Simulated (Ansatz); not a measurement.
Input file:

```
crystal:
  lattice:
    - [-3.3206937274, 0.0, 0.0]
    - [-1.6603468637, -2.8758051261, 0.0]
    - [-2.0755996143, -1.198347996, 15.2573262715]
  atoms:
    - { symbol: W, position: [0.2291583333, 0.2291583333, 0.25] }
    - { symbol: W, position: [0.3541416667, 0.3541416667, 0.75] }
    - { symbol: Se, position: [0.0666370312, 0.0666370312, 0.6400199235] }
    - { symbol: Se, position: [0.6083203645, 0.6083203645, 0.1400199235] }
    - { symbol: Se, position: [-0.0250203645, -0.0250203645, 0.8599800765] }
    - { symbol: Se, position: [0.5166629688, 0.5166629688, 0.3599800765] }
basis:
  ecutwfc: 420
kpoints:
  mp_grid: { grid: [9, 9, 2] }
hamiltonian:
  xc: pbe
scf:
  occupations: { method: gaussian, width: 0.05 }
output:
  forces: true
  stress: true
  eigenvalues: true
  write_density: true
  write_potential: true
  elf: true
  volumetric_format: npy
```

Run with:

```sh
ansatz run input.yaml --threads 2 --pin off --max-ram 5120MiB --backend cpu --events-out ev --progress --plain --runs-dir out
```

Below, planes, directions and counts refer to the conventional cell (a = 5.75 Å, b = 3.32 Å, c = 15.44 Å, α = 90.00°, β = 98.93°, γ = 90.00°).

Space group C2/m.

All numbers below come from Ansatz 0.2.0, DFT PBE, scalar-relativistic, plane waves, PAW.

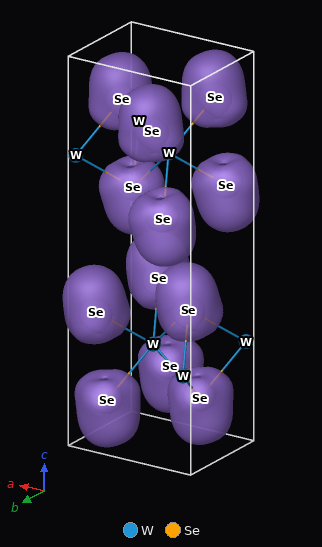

WSe2. Isosurface of the electron localisation function at 0.65 (purple), seen at an oblique angle. Core shells and regions of very low density are left out. Sticks mark near contacts.

In a PAW calculation such maps are meaningful between the atoms, not at the nuclei.

Describe the localisation domains.

Answer. At this value the surface marks out eight regions wrapped around Se (the valence shell of each), counted in one cell of 12 atoms. Regions shared between cells count once. Profiles from the grid: W–Se (2.55 Å): the ELF is about 0.55 at the midpoint.
